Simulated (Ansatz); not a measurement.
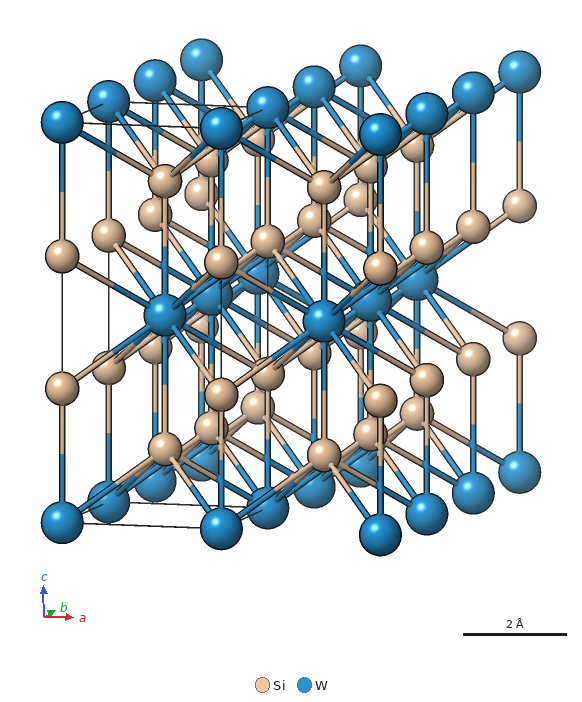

**Figure 1.** The structure (ball-and-stick view of the cell 2 times as large as that of the calculation, set on its symmetry axes, repeated 2 × 3 × 1, seen slightly off an axis).

**Single-point calculation of WSi$_{2}$**

System: WSi$_{2}$ (3 atoms in the cell).
Method: DFT, PBE, plane waves, PAW, spin-polarised (Ansatz 0.2.0).

The structure derives from an entry of the Crystallography Open Database. Some settings of this run were made unusual or wrong on purpose.

### Input file
```yaml
crystal:
  lattice:
    - [3.2289953256, 0.0, 0.0]
    - [-1.6144976628, 4.2518642008, 0.0]
    - [0.0, 1.2260987558, 2.9871546083]
  atoms:
    - { symbol: Si, position: [0.6654255994, 0.3308511988, 0.3345744006] }
    - { symbol: Si, position: [0.3345744006, 0.6691488012, 0.6654255994] }
    - { symbol: W, position: [0.0, 0.0, 0.0] }
basis:
  ecutwfc: 420
kpoints:
  mp_grid: { grid: [11, 8, 12] }
hamiltonian:
  xc: pbe
scf:
  occupations: { method: gaussian, width: 0.1 }
  max_iter: 50
output:
  forces: true
  eigenvalues: true
  stress: true
magnetization:
  spin_polarized: true
  initial_magnetization: 15
```

Run as:
```bash
ansatz run input.yaml --threads 2 --pin off --max-ram 5632MiB --backend cpu --events-out ev --progress --plain --runs-dir out
```

### The program's output
```
Warning: crystal.symmetry: narrowed to the stabiliser of the k-point mesh — unitary ops 16 → 2; excluded 14 operations that carry a point of the 11×8×12 mesh (shift [0, 0, 0]) off the mesh (the run samples exactly the mesh kpoints.mp_grid names, as under crystal.symmetry.detect: false, and its converged state has the mesh's symmetry, not the crystal's; ε∞, the Born charges and the force constants of a linear response (`dielectric:` by the response, `phonons.method: dfpt`) are averaged over those of the crystal's operations that the state keeps within a tolerance, where `mesh_tensors`, `unaveraged_element` or `gamma_mean_max_change_ev_ang2` stands beside them; a row that `dielectric.field_direction` solves alone is averaged likewise, with nothing beside; a Γ-centred mesh of equal divisions is mapped onto itself by every operation and keeps the whole group, as does a half-shifted one under kpoints.further_shifts: images)
Warning: where an SCF of this run starts from atoms to list the orders of its open shells, Si (sites 0, 1, from 0) starts with 2.00 μB on its 3p shell, in the place of the 5.00 μB that the deck gives it: its open shells can hold no more by Hund's first rule. To start from spheres of the given moment, type scf.initial_density.shell_occupations: []
Warning: where an SCF of this run starts from atoms to list the orders of its open shells, W (site 2, from 0) starts with 4.00 μB on its 5d shell, in the place of the 5.00 μB that the deck gives it: its open shells can hold no more by Hund's first rule. To start from spheres of the given moment, type scf.initial_density.shell_occupations: []
Engine: ansatz 0.2.0, x86_64-unknown-linux-gnu
Pseudopotentials: kind: paw
Pseudopotential: Si, paw, valence charge 4, recommended cutoff 420 eV (normal), Si.paw.azcp
Pseudopotential: W, paw, valence charge 14, recommended cutoff 420 eV (normal), W.paw.azcp
Functional definition: PBE
  parameter kappa = 0.804
  parameter beta = 0.06672455060314922
  exchange = pbe_x(kappa = kappa, mu = beta*pi^2/3)
  correlation = pbe_c(beta = beta)
Crystal: 3 atoms, lattice volume = 41.011 Å³
Basis set: ecut = 420 eV, 793 PW (Γ), exchange–correlation on 48×64×48 points (8 copies of the dense FFT grid, shifted against one another)
Bands: 23, of which v1, the nominal top of the filled ones, is band 11 counted from 1 (10 counted from 0)
Symmetry: 2 space group operations
k-points: 530 of 1056
Non-local potential: Si, projectors of the file, l = 0: 2, l = 1: 2, l = 2: 2
Non-local potential: W, projectors of the file, l = 0: 3, l = 1: 2, l = 2: 2, l = 3: 1
PAW form: soft (Blöchl's): semilocal exchange-correlation on the pseudo side does not see the compensation charge
PAW one-centre angular grid: Si, 110 points (default); XC on 64 Gauss nodes
PAW one-centre angular grid: W, 590 points (default); XC on 64 Gauss nodes
Initial density: superposition of atomic densities (chi_scale 0.1, normalization cell)
Starting moments: Σ|m| = 15 μB on 3 of 3 sites
Initial wavefunctions: pseudopotential atomic-orbital guess
Functional: x = pbe(κ = 0.804, μ = 0.2195149727645171), c = pbe(β = 0.06672455060314922)
iter 1 solved again at ethr=4.41e-4 eV; its pass at ethr=3.10e-3 eV (dr2=9.69e-2 eV) is discarded
SCF iter   1: F=—  HF=-11575.300781 eV  |F-HF|=—  |Δ(HF+E_count)|=         —  Δρ=9.57e-2 (↑9.31e-2 ↓9.57e-2)  dr2=9.80e-2  dr2_m=3.31e0  M=15.000 μB ∫|m|=15.000 μB  β_m=0.30  ethr=4.41e-4  ⟨swp⟩=1.0  Hψ=155624  notcnv=0
Mixer restart at iter 1: flushing history
preconditioner: auto → Kerker (q_TF=auto, 2.459 Å⁻¹)  [metal: Δε(μ)=0.002 eV  Ē_g=n/a eV  σ=0.100 eV  W_gap=0.01  n_scr=10 (ndim 8)  ℏωp=21.9 eV  f_vac=0.000  D(μ)=8.11/eV (n_scr^D=154)]
spin=Collinear: Kerker preconditioning applied to the charge; magnetization (m = ρ↑ − ρ↓) channel mixes plain (no charge-response kernel on spin).
SCF iter   2: F=—  HF=-11654.002425 eV  |F-HF|=—  |Δ(HF+E_count)|=         —  Δρ=1.40e-1 (↑1.40e-1 ↓1.36e-1)  dr2=4.70e-1  dr2_m=7.03e0  M=0.509 μB ∫|m|=0.582 μB  β_m=0.30  ethr=4.41e-4  ⟨swp⟩=2.0  Hψ=36732  notcnv=0
Mixer restart at iter 2: flushing history
SCF iter   3: F=—  HF=-11655.460321 eV  |F-HF|=—  |Δ(HF+E_count)|=    1.46e0  Δρ=1.01e-1 (↑1.01e-1 ↓9.76e-2)  dr2=3.12e-1  dr2_m=3.62e0  M=0.294 μB ∫|m|=0.367 μB  β_m=0.65  ethr=4.41e-4  ⟨swp⟩=2.5  Hψ=46363  notcnv=0
SCF iter   4: F=—  HF=-11657.452693 eV  |F-HF|=—  |Δ(HF+E_count)|=    1.99e0  Δρ=6.14e-3 (↑4.48e-3 ↓6.14e-3)  dr2=9.30e-3  dr2_m=8.33e-3  M=-0.003 μB ∫|m|=0.018 μB  β_m=0.76  ethr=4.41e-4  ⟨swp⟩=2.3  Hψ=49120  notcnv=0  defer=2
SCF iter   5: F=—  HF=-11657.459919 eV  |F-HF|=—  |Δ(HF+E_count)|=   7.23e-3  Δρ=1.77e-3 (↑1.55e-3 ↓1.77e-3)  dr2=3.91e-3  dr2_m=2.14e-4  M=0.002 μB ∫|m|=0.008 μB  β_m=0.88  ethr=4.23e-5  ⟨swp⟩=1.4  Hψ=28033  notcnv=0  defer=5
SCF iter   6: F=—  HF=-11657.460685 eV  |F-HF|=—  |Δ(HF+E_count)|=   7.66e-4  Δρ=2.62e-4 (↑1.94e-4 ↓2.62e-4)  dr2=8.32e-5  dr2_m=3.10e-6  M=-0.000 μB ∫|m|=0.000 μB  β_m=0.93  ethr=1.78e-5  ⟨swp⟩=2.7  Hψ=34437  notcnv=0  defer=6
SCF iter   7: F=—  HF=-11657.461026 eV  |F-HF|=—  |Δ(HF+E_count)|=   3.41e-4  Δρ=1.40e-4 (↑1.40e-4 ↓1.38e-4)  dr2=5.69e-5  dr2_m=9.46e-9  M=0.000 μB ∫|m|=0.000 μB  β_m=0.97  ethr=3.78e-7  ⟨swp⟩=2.7  Hψ=36756  notcnv=0  defer=7
SCF iter   8: F=—  HF=-11657.461060 eV  |F-HF|=—  |Δ(HF+E_count)|=   3.37e-5  Δρ=8.48e-5 (↑8.48e-5 ↓7.85e-5)  dr2=2.19e-5  dr2_m=8.76e-8  M=0.000 μB ∫|m|=0.000 μB  β_m=0.98  ethr=2.59e-7  ⟨swp⟩=1.2  Hψ=25463  notcnv=0  defer=6
SCF iter   9: F=—  HF=-11657.461059 eV  |F-HF|=—  |Δ(HF+E_count)|=   9.32e-7  Δρ=1.44e-5 (↑1.44e-5 ↓1.13e-5)  dr2=3.98e-7  dr2_m=1.25e-8  M=0.000 μB ∫|m|=0.000 μB  β_m=0.96  ethr=9.96e-8  ⟨swp⟩=2.3  Hψ=28853  notcnv=0  defer=6
SCF iter  10: F=—  HF=-11657.461059 eV  |F-HF|=—  |Δ(HF+E_count)|=   5.41e-8  Δρ=2.89e-6 (↑2.89e-6 ↓2.48e-6)  dr2=7.89e-9  dr2_m=1.21e-9  M=-0.000 μB ∫|m|=0.000 μB  β_m=0.98  ethr=1.81e-9  ⟨swp⟩=2.3  Hψ=30866  notcnv=0  defer=6
SCF iter  11: F=—  HF=-11657.461059 eV  |F-HF|=—  |Δ(HF+E_count)|=   2.08e-9  Δρ=4.85e-7 (↑2.64e-7 ↓4.85e-7)  dr2=3.49e-10  dr2_m=1.71e-11  M=-0.000 μB ∫|m|=0.000 μB  β_m=0.99  ethr=3.59e-11  ⟨swp⟩=2.1  Hψ=34256  notcnv=0  defer=6
SCF iter  12: F=-11657.461059 eV  HF=-11657.461059 eV  |F-HF|=1.82e-12  |Δ(HF+E_count)|=    0.00e0  Δρ=5.15e-8 (↑4.03e-8 ↓5.15e-8)  dr2=2.30e-12  dr2_m=3.91e-13  M=-0.000 μB ∫|m|=0.000 μB  ethr=1.58e-12  ⟨swp⟩=2.6  Hψ=73269  notcnv=0
SCF 1 converged in 12 iterations: F = -11657.461059 eV  dr2 = 2.30e-12
  greatest PAW one-centre occupation: 1.000 electrons in one spin orbital (limit 2), on the W atom at site 2 (counted from 0), in its partial waves of l = 0
```

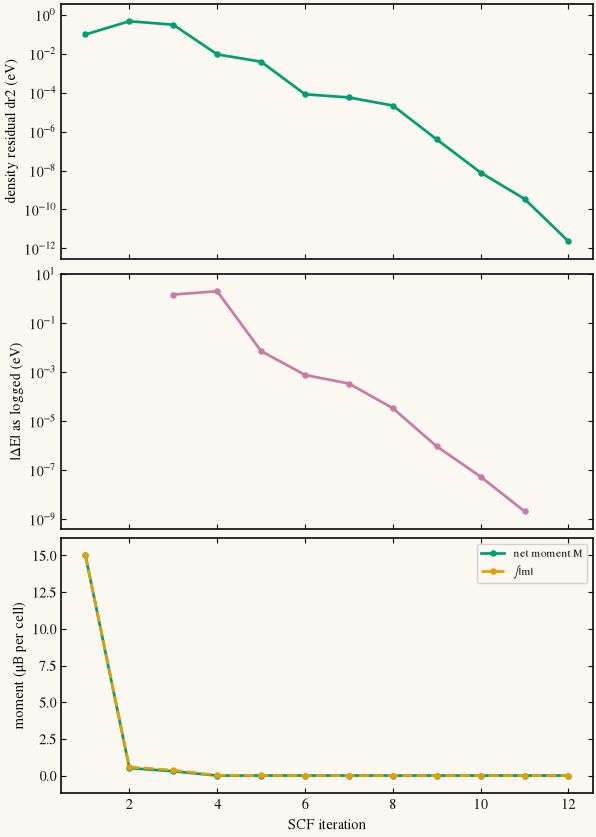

**Figure 2.** Convergence of the self-consistent field: density residual dr2, size of the energy change and magnetic moment against the SCF iteration. The residual comes down, with one marked jump up, by a factor of about 5, at step 2. The net moment goes from 15.0 to 0.0 μB per cell, and ∫|m| falls to zero.

```
WARN: the starting moments were not kept: the SCF closed with an absolute magnetisation of 8.0e-7 μB, where they sum to 15 μB in size (3 sites). That is at most 0.1 of that sum. Measured as dr2_m measures the in/out step, that magnetisation stands 6.4e-14 eV from none, at or under the dr2_threshold of 1.0e-7 eV: it is no larger than a step whose dr2_m would equal this threshold. The system may hold no moment; this SCF shows only that its start led to no more than that. To try another start: raise the starting moments (crystal.atoms[].spin, magnetization.per_species, magnetization.initial_magnetization, or on a non-collinear deck that types none of these the spinor_matrix: blocks that start its atoms; where the total moment is fixed, keep their sum and leave initial_magnetization as it is; typed ones take the place of any that the run laid by itself, positive ones on a crystal's lanthanoids without a Hubbard term where scf.initial_density.shell_occupations: [] is typed) or, if the notice of its spin-set hold's release reads "site moments contracting" or "site moments show no strong build", lengthen the hold (scf.mixing.spin_hold: { on: { confirm: 4 } }; for m-r²SCAN on two components see the key's manual first). Each may lead to a state that holds a moment. A second SCF, from the converged charge density, with the starting moments and any scf.initial_density.shell_occupations laid on it anew, would have followed, and was not run: the deck does not ask for one (magnetization.retry_lost_moments is false, the default). To let it run, set magnetization.retry_lost_moments: true and run the deck again, where that key's refused combinations let it; where memory then withholds it, that run's warning says so.
SCF converged after 12 iterations
Magnetization: -0.0000 μB (11.0000 up, 11.0000 down)
Absolute magnetization: 0.0000 μB (∫|ρ↑−ρ↓|, with the PAW one-centre terms)
Spin contamination: 0.0000 ħ² per cell (⟨S²⟩ above its minimum at these occupations)
Per-site moments (μB) at R_I (Å): [(1.1647760746842249e-7, 1.0736341854357376), (1.1647760750003757e-7, 1.0736341854357376), (-2.386965482172104e-7, 1.0840812116567617)]
Free energy (F): -11657.461059 eV
Harris-Foulkes:  -11657.461059 eV  (|F-HF|=1.82e-12)
Internal energy: -11657.459459 eV  (E = F + TS)
E sigma→0 (E₀):  -11657.460259 eV
Entropy (-TS):   -0.001600 eV (-0.533 meV/atom)
Fermi energy:    16.495168 eV
--- Per-component energies (eV) ---
  E_band       = -85.609753
  E_kinetic    = 540.148724
  E_local      = -955.896031  (includes V_loc(G=0)·N_el)
  E_nonlocal   = 50.495771
  E_hartree    = 374.105328
  E_xc         = -381.519138
  E_vxc        = -338.055927  (∫ρ·V_xc dr)
  E_paw        = -9588.250473  (= ΣΔE_a)
  E_vpaw       = -130.512902  (= ΣTr[D̂ρ^β])
  E_aug_tail   = -0.000070  (compensation charges beyond the density's cutoff)
  E_ewald      = -1696.543571
  E_smearing   = -0.001600  (= −TS)
  E_closure    = 0.000000  (closes the sum)
  Σ components = -11657.461059   (vs F -11657.461059, Δ=0.00e0)
--- Forces (eV/Å), atoms counted from 1 ---
  atom   1  Si    -0.00119604     0.01688242    -0.00565689
  atom   2  Si     0.00119604    -0.01688242     0.00565689
  atom   3  W      0.00000000     0.00000000     0.00000000
  max |Σ_I F_I| component: 0.00e0 eV/Å
--- Stress (GPa, compression-positive) ---
       -0.041588      -0.007425      -0.011091
       -0.007425       0.120998      -0.045991
       -0.011091      -0.045991       0.005214
  P = ⅓ Tr σ = 0.0282 GPa (0.282 kbar)
--- Band table (eV; the first three rows and the last of 1060) ---
  k-point 0 ↑: bands = ["-57.3339", "-21.6215", "-21.6055", "-21.6049", "2.5210", "9.7193", "12.7240", "13.2241", "13.6713", "13.6717", "17.0786", "19.1382", "19.4609", "19.5171", "19.5174", "21.0252", "22.0782", "22.0785", "24.9673", "30.0684", "30.6571", "30.9173", "30.9174"]
  k-point 1 ↑: bands = ["-57.3334", "-21.6205", "-21.6195", "-21.6036", "2.6518", "9.7245", "12.3532", "13.2215", "13.7597", "13.8164", "16.5841", "18.7739", "19.0815", "19.8361", "20.0826", "21.1738", "22.0964", "22.5510", "25.5785", "28.4440", "29.6075", "30.7564", "31.5939"]
  k-point 2 ↑: bands = ["-57.3321", "-21.6576", "-21.6176", "-21.6002", "3.0380", "9.6857", "11.6697", "13.1071", "13.9967", "14.0080", "15.7534", "18.0072", "18.6649", "20.6315", "20.8305", "21.4012", "22.4153", "23.6251", "26.6813", "26.7205", "28.2194", "29.9100", "30.6954"]
  k-point 529 ↓: bands = ["-57.3265", "-21.8040", "-21.6041", "-21.6003", "5.8131", "7.5411", "10.7383", "11.8368", "13.7250", "13.9610", "15.3950", "18.8884", "19.0920", "20.1176", "20.5098", "21.6735", "23.4482", "24.6271", "25.4846", "25.8398", "28.3749", "30.1238", "30.3817"]
```

### Outcome

- outcome: converged
- space group (tolerance 0.01 Å): I4/mmm (139)
- electrons treated: 22
- free energy: −11657.4611 eV
- Fermi energy: 16.495 eV
- gap on the k-point mesh: none (metallic)
- net moment of the cell: 0.00 μB
- integrated absolute moment: 0.00 μB
- pressure: 0.03 GPa
- largest force (length of the vector): 0.018 eV/Å
- hardware: 2 threads of Intel Xeon (Granite Rapids), 128 GiB of memory available, shared host
- wall time: 17 s (CPU time 33 s)
- peak memory: 0.96 GiB

The input was spoiled on purpose: an impossible spin (`magnetization`). It did no harm here: the run converged to the energy of the sound run within 1 meV per atom. Warnings of the run: some starting moments were not kept; the k-point mesh lowers the symmetry that the run can use.
